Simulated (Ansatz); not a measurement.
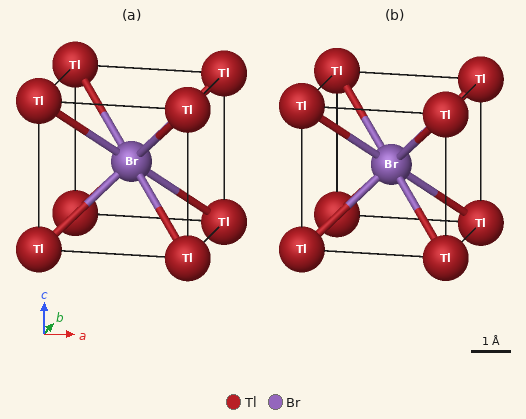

The structure of a crystal of TlBr (set up in Pm-3m) before (left) and after (right) a relaxation, at one scale.

The picture is a ball-and-stick view of the cell of the calculation, seen slightly off an axis.

Case: relaxed at 3 GPa.

Theory: DFT PBE+D3(BJ), scalar-relativistic, plane waves, PAW (Ansatz 0.2.0). Set-up: plane-wave cutoff 420 eV; k-point mesh 8 × 8 × 8; occupations fixed; target pressure 3 GPa; no spin polarisation; cell and atoms relaxed; force threshold 0.001 eV/Å; at most 60 steps.

> What changed between the two?

After 3 accepted moves (4 points after the start) the energy has risen by 50.4 meV per cell of the calculation. With the target pressure of 3 GPa, the enthalpy E + pV changes by −65.1 meV per cell of the calculation. All forces vanish by symmetry, so only the cell relaxes. Pressure: 0.01 GPa at the start and 3.00 GPa at the end. The SCF was repeated once at an unchanged geometry on a basis and grid sized afresh for the cell, which shifted the energy by 1.0 meV per cell of the calculation at most. The atoms keep their places relative to the cell (all moves are under 0.005 Å). Cell: a = b = c 3.979 → 3.845 Å (−3.4 %). Volume −9.8 %. Among the contacts that change: Br–Tl 3.446 → 3.330 Å. The space group stays Pm-3m (No. 221).
